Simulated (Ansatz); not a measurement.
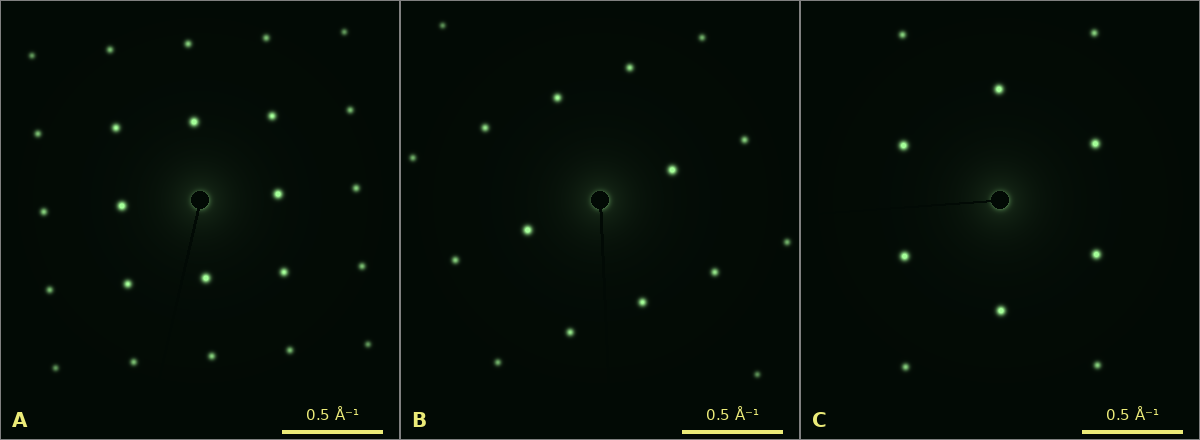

Computed electron diffraction patterns, 120 kV, single scattering only, B = 0.5 Å².

All three come from Ru, space group Pm-3m (No. 221), a = 2.55 Å. Structure: coordinates from a relaxation with DFT, BLYP, plane waves (420 eV) with PAW, scalar-relativistic in Ansatz; the starting structure was generated, so it need not be a known form of this composition.

Q: Assign the zone axes [001], [110], [111] to A, B and C.

A: A is [001]: square net of 1 0 0 at d = 2.55 Å and 0 1 0 at d = 2.55 Å, at 90.0°. B is [110]: rectangular net of 0 0 1 at d = 2.55 Å and 1 -1 0 at d = 1.81 Å, at 90.0°. C is [111]: hexagonal net of -1 1 0 at d = 1.81 Å and -1 0 1 at d = 1.81 Å, at 60.0°.
